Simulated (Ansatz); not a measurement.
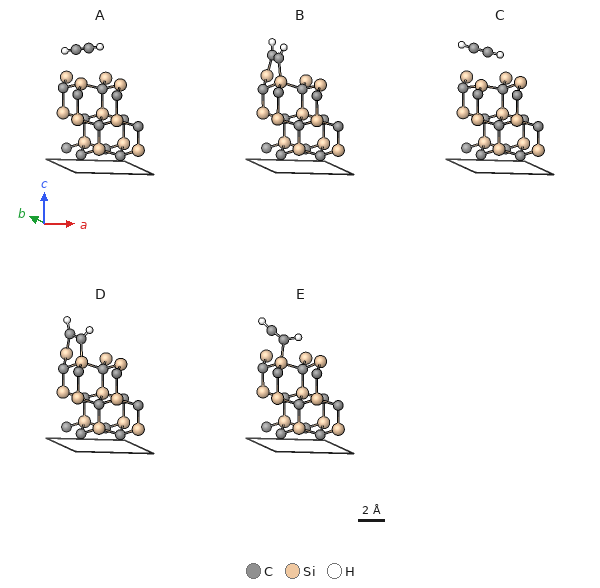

5 geometries from one constrained relaxation of a slab of composition Si₆HC₇ (cut from the F-43m phase), in shuffled order. A ball-and-stick model of the cell of the calculation, outlined in the plane, without the vacuum (origin shifted), seen slightly off an axis.

Case: 1 C2H2 a cell, tilted, over a bridge C-Si site. The slab is the (1 1 1) face of SiC with C2H2 on it. 12 atoms are held fixed.

All numbers below come from Ansatz, DFT PBE+D3(BJ), scalar-relativistic, plane waves, PAW. Set-up: plane-wave cutoff 420 eV; k-point mesh 3 × 3 × 1; occupations gaussian; smearing width 0.05 eV; no spin polarisation; dipole correction; atoms relaxed in a fixed cell; force threshold 0.04 eV/Å; at most 100 steps.

### Put them in the order of the run, from the start to the converged end.

A, C, E, D, B. They are steps 0, 4, 8, 13, 20, at +4.161 eV per cell of the calculation, +3.732 eV per cell of the calculation, +3.049 eV per cell of the calculation, +0.488 eV per cell of the calculation relative to the last. The largest move is that of an H atom, 1.27 Å within the plane. By element the largest moves are H 1.27 Å, C 1.12 Å, Si 0.20 Å. The cell stays as it was. Among the contacts that change: C–Si 2.936 → 1.909 Å, C–Si 2.852 → 1.909 Å, C–C 1.205 → 1.361 Å, C–Si 1.967 → 2.097 Å. New bonds form: C–Si (2.85 → 1.91 Å), C–Si (2.94 → 1.91 Å). Bond angles that change, for instance: C–C–H 180.0° → 120.2°, Si–C–Si 106.3° → 93.3°, Si–C–Si 112.5° → 101.5°. Over 20 geometry steps the energy falls by 4.161 eV per cell of the calculation. Largest force component: 0.78 eV/Å at the start, 0.013 eV/Å at the end.

Limits of the set-up: the periodic images lie only 6.1 Å apart, so the values are limited by the cell's size.
